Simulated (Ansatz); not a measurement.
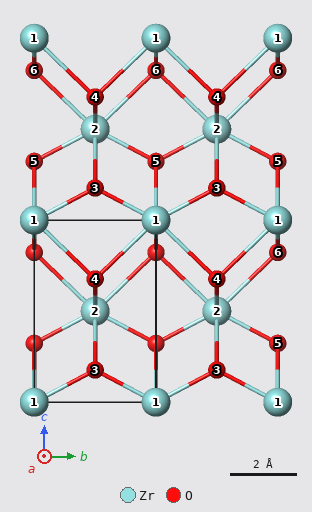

This is the input geometry for a relaxation of solid ZrO$_{2}$ (built on the ZrO2-type type). The picture is a ball-and-stick view of the cell of the calculation, repeated 1 × 2 × 2 with one cell outlined, seen along the a axis.

Case: volume × 1.100.

Computed with DFT PBE, scalar-relativistic, plane waves, PAW (Ansatz 0.2.0).

Input file:
```yaml
crystal:
  lattice:
    - [3.707467145, 0.0, 0.0]
    - [0.0, 3.707467145, 0.0]
    - [0.0, 0.0, 5.5431564088]
  atoms:
    - { symbol: Zr, position: [0.0, 0.0, 0.0] }
    - { symbol: Zr, position: [0.5, 0.5, 0.5] }
    - { symbol: O, position: [0.0, 0.5, 0.1769701018] }
    - { symbol: O, position: [0.0, 0.5, 0.6769701018] }
    - { symbol: O, position: [0.5, 0.0, 0.3230298982] }
    - { symbol: O, position: [0.5, 0.0, 0.8230298982] }
basis:
  ecutwfc: 420
  ecutrho_ratio: 4
kpoints:
  mp_grid: { grid: [8, 8, 6] }
hamiltonian:
  xc: pbe
scf:
  occupations: { method: gaussian, width: 0.05 }
output:
  forces: true
  stress: true
  eigenvalues: true
relax:
  f_tol: 0.01
  max_steps: 40
  cell: { stress_tol: 0.1, fix: [volume] }
```

Command:
```bash
ansatz run input.yaml --threads 4 --pin off --max-ram 7168MiB --backend cpu --events-out ev --progress --plain --runs-dir out
```

### What does the optimiser find from here?

The largest moves relative to the cell, 0.037 Å, are those of O3, O4, O5 and O6. O5 goes along +c. Zr stays in place. The drawn cell changes at constant volume: a = b 3.707 → 3.691 Å (−0.4 %), c 5.543 → 5.593 Å (+0.9 %). Among the contacts that change: Zr1–O4 2.577 → 2.609 Å, Zr1–O3 2.097 → 2.077 Å. The space group stays P4_2/nmc (No. 137). Over 3 accepted moves (4 points after the start) the energy falls by 16.8 meV per cell of the calculation. Largest force component: 0.18 eV/Å at the start, 0.0016 eV/Å at the end. Pressure: −13.16 GPa at the start and −10.65 GPa at the end. At 1 point the geometry stayed and the basis and grid were re-selected for the new cell (energy shift of 0.3 meV per cell of the calculation at most each time).

History of the run:

```
step  E − E(0), meV/atom  largest force component, eV/Å  pressure, GPa                      note
   0                0.00                         0.1786         -13.16                          
   1               -1.91                         0.1176         -12.02                          
   2               -2.26                         0.0867         -10.17                          
   3               -2.75                         0.0016         -10.66                          
   4               -2.80                         0.0016         -10.65  same geometry, new basis
```

After the run, drawn alike:

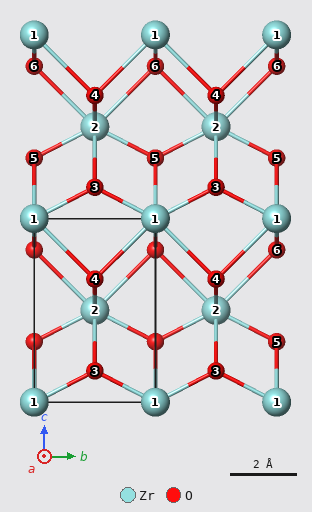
